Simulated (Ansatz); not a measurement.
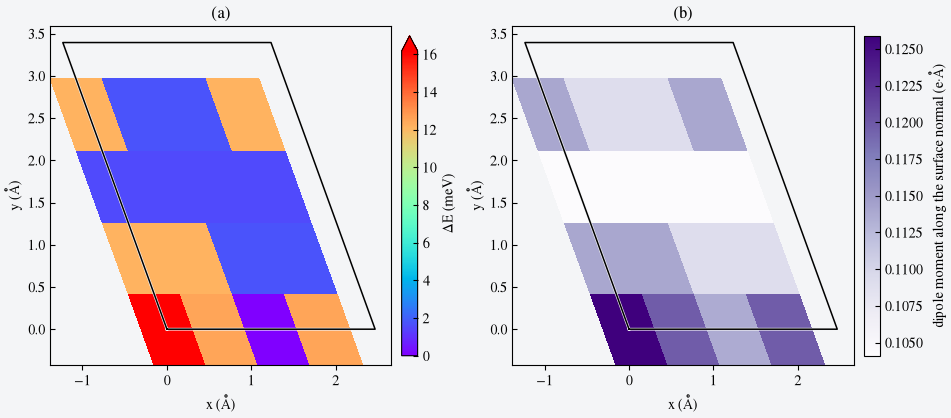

N₂ on a C(010) slab cut from the Fmmm phase, its upper half relaxed before the scan (24 atoms of substrate and one adsorbate in a 2 × 2 cell). N2 is moved over the surface cell at a fixed height above a rigid substrate; the origin of the map has the adsorbate above C21; the height is held at 3.10 Å. Places are given modulo a cell vector. The map is drawn in real space over the plane of the surface. Grid: 4 × 4 points; 7 points were computed and 9 follow by symmetry. Places are given in fractions of the 1 × 1 surface cell. Energies are in meV, from the lowest grid point. At a fixed height the lowest place need not be the adsorption site. Computed with DFT PBE+D3(BJ), scalar-relativistic, plane waves, PAW (Ansatz). Settings: cutoff 420 eV, k-mesh 6×4×1, gaussian smearing 0.05 eV, no spin polarisation.

Panel (a) is the energy; panel (b) is the computed dipole moment along the surface normal, in e·Å.

The picture shows one coloured cell a grid point, the outline of one cell of the plane, one colour for all values above the top of the scale.

**How does the dipole moment along the surface normal vary over the map, and what is it at the lowest grid point?**

It runs from 0.10 e·Å at the trough between two rows of top atoms, (0/4, 2/4) of the cell vectors to 0.13 e·Å at the top site over a surface C atom, (0/4, 0/4) of the cell vectors. At the lowest grid point, a bridge site between two C atoms, over a second-layer C atom, (2/4, 0/4) of the cell vectors, it is 0.11 e·Å.

PAW datasets: the set soft_1.
